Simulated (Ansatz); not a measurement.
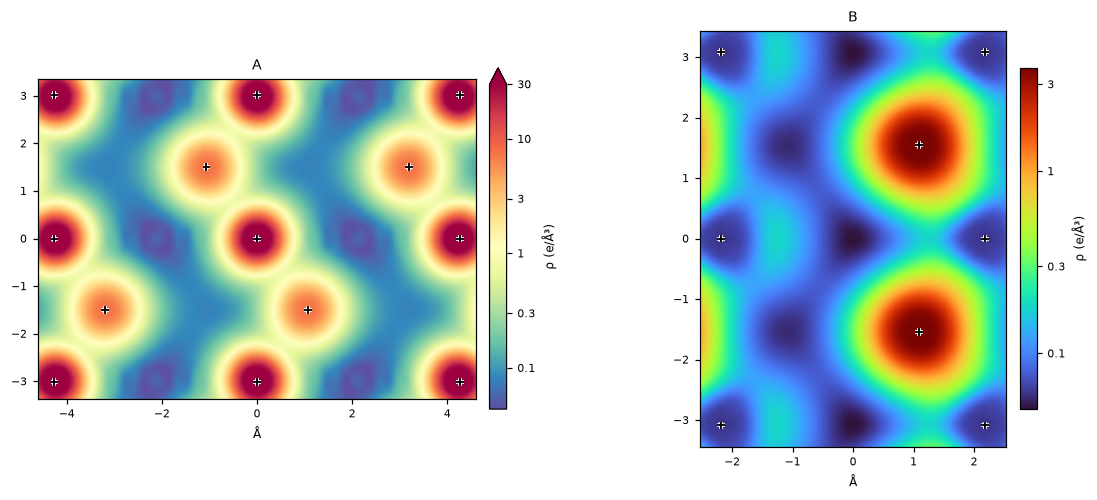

The valence electron density of 2 systems, each on a plane through atoms (crosses mark nuclei in the plane).

These are results of DFT PBE, plane waves, PAW in Ansatz 0.2.0, not measurements.

System 1: AlN, the (110) plane of the conventional cell. Space group F-43m; a structure from a database of computed crystals, not necessarily the ambient phase.

```
Al N
1.0
     3.08863   -1.78322    2.52186
     0.00000    3.56645    2.52186
    -3.08863   -1.78322    2.52186
Al N
4 4
Direct
  0.00000 0.00000 0.50000
  0.50000 0.50000 0.50000
  0.00000 0.50000 0.00000
  0.50000 0.00000 0.00000
  0.24991 0.24991 0.74992
  0.74991 0.74991 0.74992
  0.24991 0.74991 0.24992
  0.74991 0.24991 0.24992
```

System 2: Cu$_{2}$O, the (110) plane of the conventional cell. Space group Pn-3m; computed pressure about 3 GPa in this cell; computed without spin polarisation.

```
Cu O
1.0
     4.26000    0.00000    0.00000
     0.00000    4.26000    0.00000
     0.00000    0.00000    4.26000
Cu O
4 2
Direct
  0.25000 0.25000 0.25000
  0.25000 0.75000 0.75000
  0.75000 0.75000 0.25000
  0.75000 0.25000 0.75000
  0.00000 0.00000 0.00000
  0.50000 0.50000 0.50000
```

> Which map belongs to which system?

Panel A is system 2, Cu$_{2}$O: the plane holds Cu and O. Cu–O (1.84 Å): ρ at the midpoint is about 0.82 e/Å³. Panel B is system 1, AlN: the plane holds Al and N. Al–N (1.89 Å): ρ is about 0.68 e/Å³ halfway.
